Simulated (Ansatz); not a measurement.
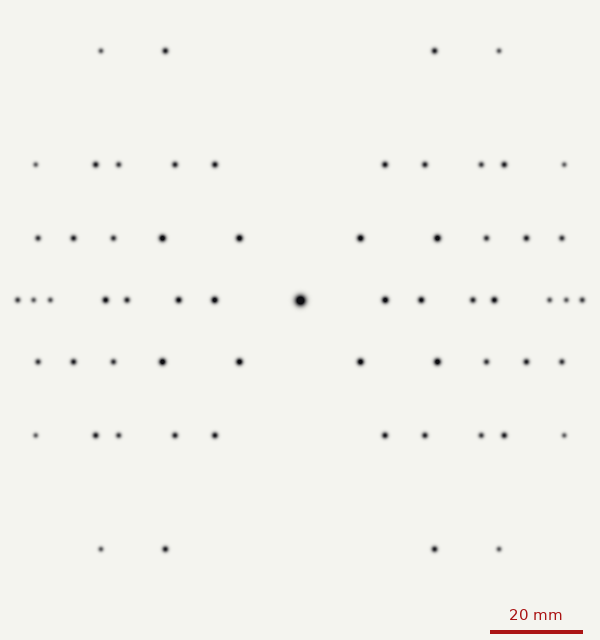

Simulated X-ray rotation photograph: Mo Kα radiation (λ = 0.7107 Å), cylindrical film of radius 57.3 mm unrolled, rotation axis vertical and normal to the beam, kinematic intensities without Lorentz or polarisation factors, the film spanning ±63° about the beam; spots down to d = 0.69 Å.

What lattice repeat along the rotation axis do the layer lines give?

Answer. The first layer line lies 13.6 mm from the equator, so tan ν = 0.237, sin ν = 0.230 and the period is λ/sin ν = 3.09 Å. Further lines follow at 29.7, 54.7 mm.

The crystal is Re, space group Im-3m (No. 229), a = 3.087 Å. Structure: the input geometry of an electronic-structure calculation (not necessarily at equilibrium); the starting structure was generated, so it need not be a known form of this composition.

About which axis was it rotated?

Answer. About [001] (or an equivalent direction), whose length in the conventional cell is 3.087 Å.
